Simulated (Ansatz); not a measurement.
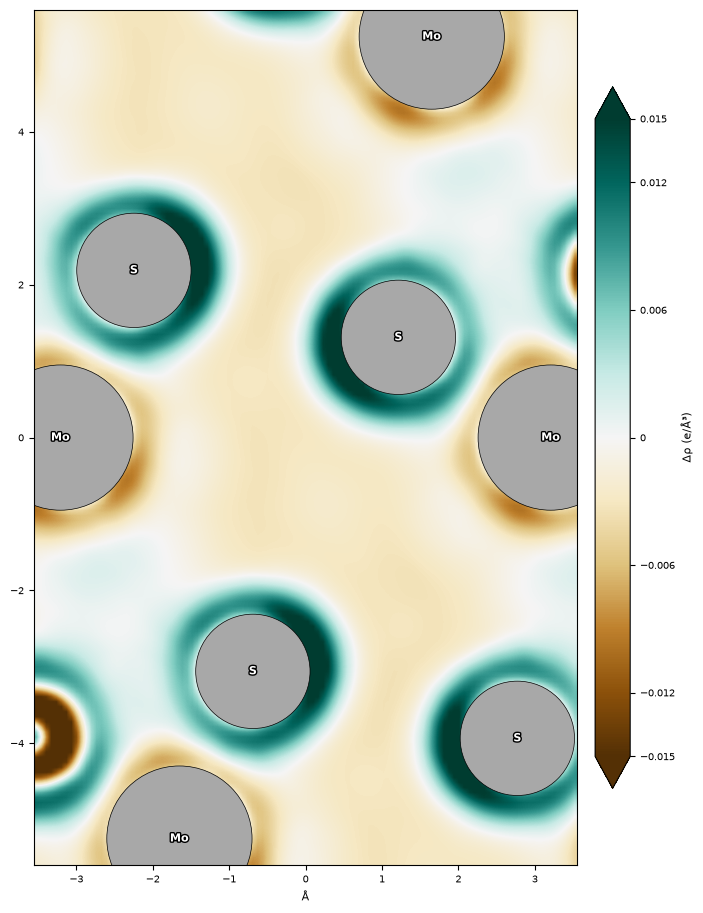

MoS2. Difference of the valence pseudo-densities of two functionals at the same geometry, on the (101̄) plane of the calculation cell: one of LDA and REVPBE less the other.

Space group R3m.

Both computed with Ansatz (plane waves, PAW), on the same k-point mesh. Grey discs cover the atomic cores.

```
Mo S
1.0
     3.16000    0.00000    0.00000
    -1.58000    0.91221    6.15000
     1.58000   -2.73664    0.00000
Mo S
1 2
Cartesian
  0.0000 0.0000 0.0000
  1.5800 -0.9122 1.5437
  0.0000 0.0000 4.6125
```

Question: Which was subtracted from which, and what does the map show?

Answer: It is REVPBE less LDA. Against LDA, REVPBE gives less density around Mo (−0.006 e/Å³ on average at 1.1 Å from the nucleus) and more density around S (+0.011 e/Å³ on average at 0.9 Å from the nucleus).
